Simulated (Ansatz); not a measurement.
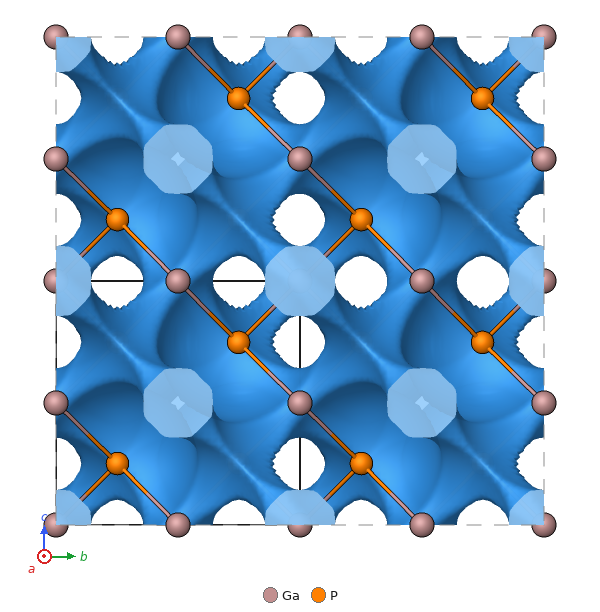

The blue surface encloses the points that the centre of a probe sphere of radius 0.75 Å can occupy in Ga3P4 (P-43m), computed on a grid of about 0.15 Å (2×2×2 cells shown, view along the a axis; pale faces close the region where the box cuts it).

The atoms' radii are covalent radii (Cordero): Ga 1.22 Å, P 1.07 Å.

The cell is taken from the end point of a relaxation in a fixed cell with DFT PBE, scalar-relativistic, plane waves, PAW in Ansatz.

```yaml
crystal:
  lattice:
    - [5.50512, 0.00000, 0.00000]
    - [0.00000, 5.50512, 0.00000]
    - [0.00000, 0.00000, 5.50512]
  atoms:
    - { symbol: Ga, position: [0.00000, 0.00000, 0.50000] }
    - { symbol: Ga, position: [0.00000, 0.50000, 0.00000] }
    - { symbol: Ga, position: [0.50000, 0.00000, 0.00000] }
    - { symbol: P, position: [0.74823, 0.25177, 0.25177] }
    - { symbol: P, position: [0.25177, 0.74823, 0.25177] }
    - { symbol: P, position: [0.25177, 0.25177, 0.74823] }
    - { symbol: P, position: [0.74823, 0.74823, 0.74823] }
```

Do these regions connect?

Where they connect, they form a three-dimensional network.

What share of the cell can the probe's centre reach?

About 19 % of the volume (31 Å³ of 166.8 Å³).

Give the largest included and the largest free sphere.

The largest sphere that fits anywhere has a diameter of 2.79 Å; the largest that can travel through the crystal, about 2.3 Å.

How does the connectivity change as the probe shrinks?

Below a radius of about 1.14 Å the space forms a three-dimensional network. These are grid estimates, good to about 0.05 Å.
